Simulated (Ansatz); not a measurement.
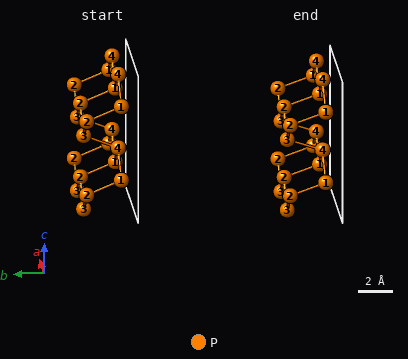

The structure of a crystal of P (set up in Pmna) before (left) and after (right) a relaxation, at one scale.

The picture is a ball-and-stick view of the 2 × 2 repeat of the cell, outlined in the plane, without the vacuum, seen from a free direction.

Theory: DFT PBEsol, scalar-relativistic, plane waves, PAW (Ansatz 0.2.0).

The input:
```yaml
crystal:
  lattice:
    - [3.28372772, 0.0, 0.0]
    - [0.0, 34.85703099, 0.0]
    - [0.0, 0.0, 4.63208471]
  atoms:
    - { symbol: P, position: [0.0, 0.97026143, 0.59215072] }
    - { symbol: P, position: [0.0, 0.02973857, 0.40784928] }
    - { symbol: P, position: [0.5, 0.02973857, 0.09215072] }
    - { symbol: P, position: [0.5, 0.97026143, 0.90784928] }
basis:
  ecutwfc: 420
kpoints:
  mp_grid: { grid: [8, 1, 6] }
hamiltonian:
  xc: pbesol
scf:
  occupations: { method: gaussian, width: 0.02 }
output:
  forces: true
  stress: true
  eigenvalues: true
relax:
  adjacent_minimum: "off"
  f_tol: 0.005
  max_steps: 80
  cell: { stress_tol: 0.05 }
```

Launched with:
```bash
ansatz run input.yaml --threads 1 --pin off --max-ram 2560MiB --backend cpu --events-out ev --progress --plain --runs-dir out
```

What changed between the two?

The largest moves relative to the layer's centre, 0.047 Å, are those of P1, P2, P3 and P4. P2 goes at 64° to the normal (+b side). In the plane the drawn cell goes a 6.567 → 6.569 Å (0.0 %), c 9.264 → 8.874 Å (−4.2 %). Among the contacts that change: P1–P4 2.199 → 2.214 Å, P1–P2 2.242 → 2.238 Å. The space group stays Pmna (No. 53). Over 4 accepted moves (6 points after the start) the energy falls by 6.8 meV per atom. The largest force component goes from 0.26 to 0.0038 eV/Å. The line search rejected the trial step at point 3 of the run. At 1 point the geometry stayed and the basis and grid were re-selected for the new cell (energy shift of 0.1 meV per atom at most each time). The run took 82 s on 1 thread of Arm Neoverse V1, on a shared host, peak memory 0.57 GiB.

Limits of the set-up: layers or molecules are held without a dispersion correction, so their spacing is unreliable.
